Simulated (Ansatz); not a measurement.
Run report: HfSi$_{2}$, single-point calculation

The run: single-point calculation of HfSi$_{2}$ (Cmcm, 6 atoms in the cell). Method and program: DFT PBEsol, scalar-relativistic, plane waves, PAW, no spin polarisation (Ansatz 0.2.0).

The structure was built on a prototype by a generator; it need not be a known phase. Figures and captions count atoms from 1; the log counts them from 0 in places.

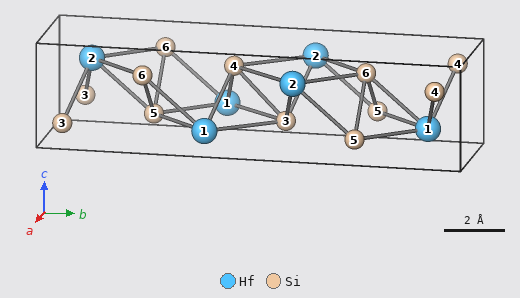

Figure 1. The structure as given in the input (ball-and-stick view of the cell 2 times as large as that of the calculation, set on its symmetry axes, seen slightly off an axis; atoms are numbered from 1 in the order of the input).

Input file:
```yaml
crystal:
  lattice:
    - [1.8440760925, -7.2774262955, 0.0]
    - [1.8440760925, 7.2774262955, 0.0]
    - [0.0, 0.0, 3.6288253403]
  atoms:
    - { symbol: Hf, position: [0.604, 0.396, 0.25] }
    - { symbol: Hf, position: [0.396, 0.604, 0.75] }
    - { symbol: Si, position: [0.939, 0.061, 0.25] }
    - { symbol: Si, position: [0.061, 0.939, 0.75] }
    - { symbol: Si, position: [0.25, 0.75, 0.25] }
    - { symbol: Si, position: [0.75, 0.25, 0.75] }
basis:
  ecutwfc: 420
kpoints:
  mp_grid: { grid: [6, 6, 6] }
hamiltonian:
  xc: pbesol
scf:
  occupations: { method: gaussian, width: 0.1 }
output:
  forces: true
  stress: true
  eigenvalues: true
```

Launched with:
```bash
ansatz run input.yaml --threads 4 --pin off --max-ram 10240MiB --backend cpu --events-out ev --progress --plain --runs-dir out
```

What the program printed:
```
basis.fft_grid_basis auto: the FFT boxes are laid along the combinations [[1, 1, 0], [0, 1, 0], [0, 0, 1]] of the cell's own vectors, 3.688, 7.507 and 3.629 Å long. The dense box has 25×54×25 points. Along the cell's own vectors, as sized, it would have 54×54×25, 2.16 times as many. Of the 8 symmetry operations that the crystal satisfies within crystal.symmetry.tolerance (time reversal apart; of a slab, those that keep its plane) the dense box along the cell's own vectors carries 8, and the one as laid loses 4 of those. basis.fft_grid_basis: typed keeps the cell's own vectors: state it where this run's energies or levels are differenced outside the engine with another run's, or held beside a run that keeps those vectors.
Engine: ansatz 0.2.0, x86_64-unknown-linux-gnu
Pseudopotentials: kind: paw
Pseudopotential: Hf, paw, valence charge 26, recommended cutoff 420 eV (normal), Hf.paw.azcp
Pseudopotential: Si, paw, valence charge 4, recommended cutoff 420 eV (normal), Si.paw.azcp
Functional definition: PBEsol
  exchange = pbesol_x
  correlation = pbesol_c
Crystal: 6 atoms, lattice volume = 97.399 Å³
Basis set: ecut = 420 eV, 1907 PW (Γ), FFT grids on a1+a2, a2, a3, exchange–correlation on 50×108×50 points (8 copies of the dense FFT grid, shifted against one another)
Bands: 41, of which v1, the nominal top of the filled ones, is band 34 counted from 1 (33 counted from 0)
Symmetry: 8 space group operations
Space group: Cmcm (ITA 63), of the structure as read, at distance tolerance 4.6e-5 Å
k-points: 52 of 216
Non-local potential: Hf, projectors of the file, l = 0: 3, l = 1: 2, l = 2: 2, l = 3: 3
Non-local potential: Si, projectors of the file, l = 0: 2, l = 1: 2, l = 2: 2
PAW form: soft (Blöchl's): semilocal exchange-correlation on the pseudo side does not see the compensation charge
PAW frozen core: Hf, regenerated for the run's functional, and the local potential with it (the file was generated under x = pbe(κ = 0.804, μ = 0.2195149727645171), c = pbe(β = 0.06672455060314922))
PAW frozen core: Si, regenerated for the run's functional, and the local potential with it (the file was generated under x = pbe(κ = 0.804, μ = 0.2195149727645171), c = pbe(β = 0.06672455060314922))
PAW one-centre angular grid: Hf, 590 points (default); XC on 64 Gauss nodes
PAW one-centre angular grid: Si, 110 points (default); XC on 64 Gauss nodes
Initial density: superposition of atomic densities (neutral atoms: chi_scale 0, normalization atom), corrected by the library's trained network
Initial wavefunctions: pseudopotential atomic-orbital guess
Functional: x = pbesol(κ = 0.804, μ = 0.12345679012345678), c = pbesol(β = 0.046)
SCF iter   1: F=—  HF=-33685.901944 eV  |F-HF|=—  |Δ(HF+E_count)|=         —  Δρ=4.43e-3  dr2=6.54e-2  ethr=1.77e-3  ⟨swp⟩=6.4  Hψ=8316  notcnv=0
preconditioner: auto → Kerker (q_TF=auto, 2.570 Å⁻¹)  [metal: Δε(μ)=0.007 eV  Ē_g=10.930 eV  σ=0.100 eV  W_gap=0.04  n_scr=30 (ndim 8)  ℏωp=27.1 eV  f_vac=0.000  D(μ)=1.77/eV (n_scr^D=10)]
SCF iter   2: F=—  HF=-33685.895397 eV  |F-HF|=—  |Δ(HF+E_count)|=   6.55e-3  Δρ=2.55e-3  dr2=2.37e-2  ethr=9.62e-5  ⟨swp⟩=1.0  Hψ=2548  notcnv=0
SCF iter   3: F=—  HF=-33685.892082 eV  |F-HF|=—  |Δ(HF+E_count)|=   3.31e-3  Δρ=3.86e-4  dr2=6.59e-4  ethr=3.49e-5  ⟨swp⟩=2.0  Hψ=2515  notcnv=0
SCF iter   4: F=—  HF=-33685.892183 eV  |F-HF|=—  |Δ(HF+E_count)|=   1.01e-4  Δρ=4.43e-4  dr2=2.22e-4  ethr=9.69e-7  ⟨swp⟩=2.0  Hψ=3828  notcnv=0
SCF iter   5: F=—  HF=-33685.891900 eV  |F-HF|=—  |Δ(HF+E_count)|=   2.83e-4  Δρ=9.04e-5  dr2=2.68e-5  ethr=3.27e-7  ⟨swp⟩=2.0  Hψ=3825  notcnv=0
SCF iter   6: F=—  HF=-33685.891901 eV  |F-HF|=—  |Δ(HF+E_count)|=   7.55e-7  Δρ=3.62e-5  dr2=1.87e-6  ethr=3.94e-8  ⟨swp⟩=2.0  Hψ=3831  notcnv=0
SCF iter   7: F=—  HF=-33685.891900 eV  |F-HF|=—  |Δ(HF+E_count)|=   1.52e-7  Δρ=1.03e-5  dr2=1.72e-7  ethr=2.75e-9  ⟨swp⟩=2.0  Hψ=3819  notcnv=0
SCF iter   8: F=-33685.891900 eV  HF=-33685.891900 eV  |F-HF|=8.57e-9  |Δ(HF+E_count)|=   3.61e-8  Δρ=3.03e-6  dr2=8.66e-9  ethr=1.47e-10  ⟨swp⟩=9.1  Hψ=9071  notcnv=0
SCF 1 converged in 8 iterations: F = -33685.891900 eV  dr2 = 8.66e-9
  greatest PAW one-centre occupation: 0.998 electrons in one spin orbital (limit 2), on the Hf atom at site 1 (counted from 0), in its partial waves of l = 3
SCF converged after 8 iterations
Free energy (F): -33685.891900 eV
Harris-Foulkes:  -33685.891900 eV  (|F-HF|=8.57e-9)
Internal energy: -33685.883465 eV  (E = F + TS)
E sigma→0 (E₀):  -33685.887683 eV
Entropy (-TS):   -0.008435 eV (-1.406 meV/atom)
Fermi energy:    15.631133 eV
--- Per-component energies (eV) ---
  E_band       = -12.436611
  E_kinetic    = 1017.614428
  E_local      = -13136.582079  (includes V_loc(G=0)·N_el)
  E_nonlocal   = -2375.192658
  E_hartree    = 6187.911638
  E_xc         = -819.549993
  E_vxc        = -726.708068  (∫ρ·V_xc dr)
  E_paw        = -15608.564547  (= ΣΔE_a)
  E_vpaw       = 2832.605604  (= ΣTr[D̂ρ^β])
  E_aug_tail   = 0.000022  (compensation charges beyond the density's cutoff)
  E_ewald      = -8954.148702
  E_core_change = 2.628426  (= ΣΔE_core)
  E_smearing   = -0.008435  (= −TS)
  E_closure    = 0.000000  (closes the sum)
  Σ components = -33685.891900   (vs F -33685.891900, Δ=0.00e0)
--- Forces (eV/Å), atoms counted from 1 ---
  atom   1  Hf     0.00000000    -0.23187122    -0.00000000
  atom   2  Hf     0.00000000     0.23187122     0.00000000
  atom   3  Si     0.00000000    -0.82249525    -0.00000000
  atom   4  Si     0.00000000     0.82249525     0.00000000
  atom   5  Si     0.00000000     0.00871620     0.00000000
  atom   6  Si     0.00000000    -0.00871620    -0.00000000
  max |Σ_I F_I| component: 1.73e-18 eV/Å
--- Stress (GPa, compression-positive) ---
       -1.217469       0.000000       0.000000
        0.000000      -6.327114      -0.000000
        0.000000      -0.000000      -1.694212
  P = ⅓ Tr σ = -3.0796 GPa (-30.796 kbar)
--- Band table (eV; the first three rows and the last of 52) ---
  k-point 0: bands = ["-46.3881", "-46.3831", "-15.2122", "-15.1317", "-15.1141", "-15.0843", "-15.0828", "-15.0514", "2.8256", "3.5866", "3.5937", "3.5966", "3.6003", "3.6004", "3.6022", "3.6058", "3.6082", "3.6093", "3.6128", "3.6129", "3.6154", "3.6218", "3.6258", "5.0207", "6.6849", "11.7734", "12.3695", "12.4883", "12.6155", "12.8347", "12.9074", "13.3362", "13.4529", "15.7014", "16.6685", "16.7556", "17.2497", "17.2679", "17.3287", "17.7531", "17.9659"]
  k-point 1: bands = ["-46.3869", "-46.3826", "-15.2034", "-15.1274", "-15.1272", "-15.1119", "-15.0855", "-15.0775", "3.1691", "3.5908", "3.5928", "3.5970", "3.6005", "3.6021", "3.6026", "3.6028", "3.6095", "3.6118", "3.6119", "3.6155", "3.6164", "3.6207", "3.6228", "5.2763", "7.0675", "10.1694", "11.0442", "12.5333", "12.6651", "12.9337", "13.2005", "13.2492", "14.2419", "15.4316", "16.1379", "16.2680", "16.6272", "16.9859", "18.0311", "18.4236", "18.8485"]
  k-point 2: bands = ["-46.3843", "-46.3818", "-15.2022", "-15.1945", "-15.1314", "-15.1171", "-15.1083", "-15.0902", "3.5777", "3.5883", "3.5967", "3.5973", "3.6007", "3.6019", "3.6025", "3.6077", "3.6115", "3.6158", "3.6179", "3.6190", "3.6192", "3.6199", "4.1970", "6.0345", "7.6192", "8.3447", "9.1038", "11.7077", "12.9346", "12.9913", "13.2179", "13.3810", "14.6982", "15.4907", "15.5172", "16.0995", "17.0485", "17.4669", "17.5443", "18.0417", "18.3396"]
  k-point 51: bands = ["-46.3822", "-46.3822", "-15.2284", "-15.2284", "-15.1113", "-15.1113", "-15.1093", "-15.1093", "3.5849", "3.5849", "3.5951", "3.5951", "3.6019", "3.6019", "3.6037", "3.6037", "3.6155", "3.6155", "3.6177", "3.6177", "3.6232", "3.6232", "6.0529", "6.0529", "6.6202", "6.6202", "11.2966", "11.2966", "12.1734", "12.1734", "13.0716", "13.0716", "14.6315", "14.6315", "15.5989", "15.5989", "18.0090", "18.0090", "18.7727", "18.7727", "18.8027"]
```

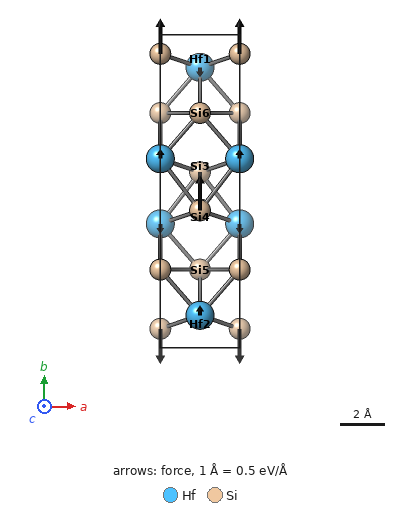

Figure 2. Forces on the atoms as black arrows (ball-and-stick view of the cell 2 times as large as that of the calculation, set on its symmetry axes, along the c axis; atoms are numbered from 1 in the order of the input); the smallest are left out. The largest act on Si3, Si4 (0.82 eV/Å). The geometry is not a stationary point of this energy.

Results in brief:

| quantity | value |
| --- | --- |
| outcome | converged |
| space group (tolerance 0.01 Å) | Cmcm (63) |
| electrons treated | 68 |
| free energy | −33685.8919 eV |
| Fermi energy | 15.631 eV |
| gap on the k-point mesh | none (metallic) |
| pressure | −3.08 GPa |
| largest force (length of the vector) | 0.822 eV/Å |
| hardware | 4 threads of Intel Xeon @ 2.80GHz (Skylake/Cascade Lake), 24 GiB of memory available, shared host |
| wall time | 2.9 s (CPU time 10 s) |
| peak memory | 0.57 GiB |

Remarks:

Spin–orbit coupling is left out, which matters for Hf.
